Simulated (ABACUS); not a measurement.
# Energy of Pd along an even scaling of the cell

System: Pd (Fm-3m, 1 atom in the cell).
Method: Kohn-Sham DFT of a periodic cell, r2SCAN, SG15 ONCV 1.2 PBE, no spin polarisation (ABACUS 3.10.1).

The 7 runs differ only in the geometry, by an even scaling of the cell at fixed fractional positions. The structure derives from an entry of the Crystallography Open Database.

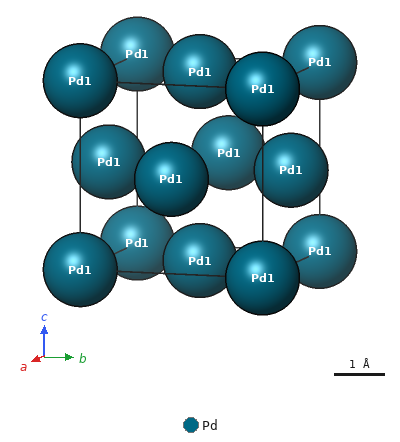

Figure 1. The structure of run 4 (spheres-only view of the cell 4 times as large as that of the calculation, set on its symmetry axes, seen slightly off an axis; atoms are numbered from 1 in the order of the input).

**Input file of run 4**
```
INPUT_PARAMETERS
suffix              Pd
calculation         scf
basis_type          lcao
pseudo_dir          ./
orbital_dir         ./
symmetry            1
dft_functional      MGGA_X_R2SCAN+MGGA_C_R2SCAN
ecutwfc             100
pseudo_rcut         10
nspin               1
nbands              13
ks_solver           genelpa
smearing_method     fd
smearing_sigma      0.00367493
scf_thr             1e-07
scf_nmax            100
mixing_type         broyden
mixing_beta         0.7
cal_force           1
cal_stress          1
mixing_tau          1
out_mul             1
```

**File STRU of run 4**
```
ATOMIC_SPECIES
Pd 106.4200 Pd_ONCV_PBE-1.2.upf

NUMERICAL_ORBITAL
Pd_confined-atom_7au_2s2p2d1f.orb

LATTICE_CONSTANT
5.2019751464

LATTICE_VECTORS
0.0000000000 0.7071067812 0.7071067812
0.7071067812 0.0000000000 0.7071067812
0.7071067812 0.7071067812 0.0000000000

ATOMIC_POSITIONS
Cartesian

Pd
0.0
1
0.0000000000 0.0000000000 0.0000000000 1 1 1
```

**File KPT of run 4**
```
K_POINTS
0
Gamma
9 9 9 0 0 0
```

Command:
```bash
OMP_NUM_THREADS=1 mpirun -np 4 abacus > log
```

Lattice vectors (Å) and fractional positions of run 4:
```
   0.000000    1.946500    1.946500
   1.946500    0.000000    1.946500
   1.946500    1.946500    0.000000
Pd  0.000000  0.000000  0.000000
```

Run 3 differs from it as follows:
```diff
-5.2019751464
+5.1670615096
```

**Results, with one run withheld**

```tsv
run	volume per atom (Å³)	free energy per atom, from the lowest run given (meV)	pressure (GPa)
1	13.865	3.78	4.70
2	14.160	0.00	−0.45
3	14.455	?	?
4	14.750	17.62	−8.75
5	15.045	36.97	−12.09
6	15.340	61.85	−14.99
7	15.635	91.84	−17.52
```

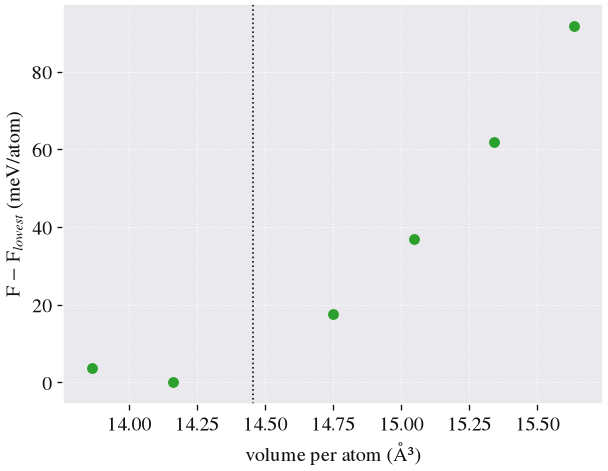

Figure 2. Free energy per atom of the runs given; the dotted line marks run 3.

Fit the runs given and predict run 3.

A cubic polynomial in V^(−2/3) (the Birch–Murnaghan form), fitted to the 6 runs given, misses them by at most 0.06 meV per atom. With x = V^(−2/3) − 0.16606 Å⁻², it reads F = 19.183 − 7566.8 x + 7.2426e+05 x² + 4.0265e+06 x³ (meV per atom). At run 3 it gives 5.01 meV per atom, and the run itself gives 4.95. The slope of the fit gives a pressure −dF/dV of −4.89 GPa there, and the run prints −4.90 GPa. The fit has its minimum at 14.133 Å³ per atom, where V d²F/dV² gives 231 GPa: the bulk modulus at this level, since symmetry fixes the shape and the positions.

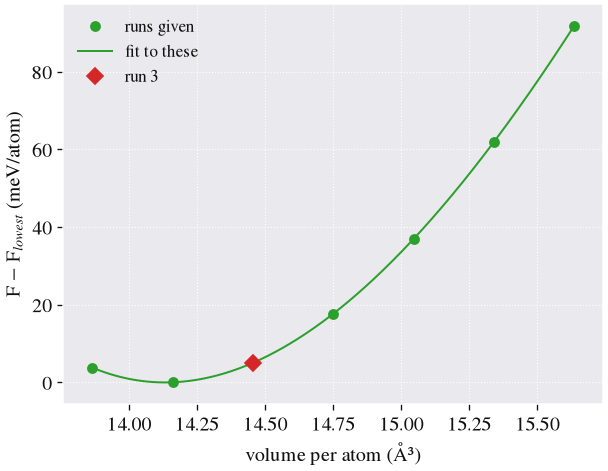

Figure 3. The fit and the withheld run.

**Some lines of the output (run 3)**
```
[...]
 E_Fermi        1.5259801073         20.7620244944
 E_Fermi        1.5115150804         20.5652177066
 E_Fermi        1.5229105524         20.7202610573
 E_Fermi        1.5242518681         20.7385105931
 E_Fermi        1.5237529685         20.7317227154
 E_Fermi        1.5237245595         20.7313361923
 E_Fermi        1.5237380815         20.7315201683
 E_Fermi        1.5237379092         20.7315178239
 E_KS(sigma->0) -253.3423931449      -3446.9000917274
 E_Fermi        1.5237382163         20.7315220017
 final etot is -3446.9095548 eV
 EFERMI = 20.731522002 eV
 TOTAL-PRESSURE: -49.002697 KBAR
 !FINAL_ETOT_IS -3446.9095548307341232 eV
```

Notes: Points of doubt noted for this run: home made orbitals.
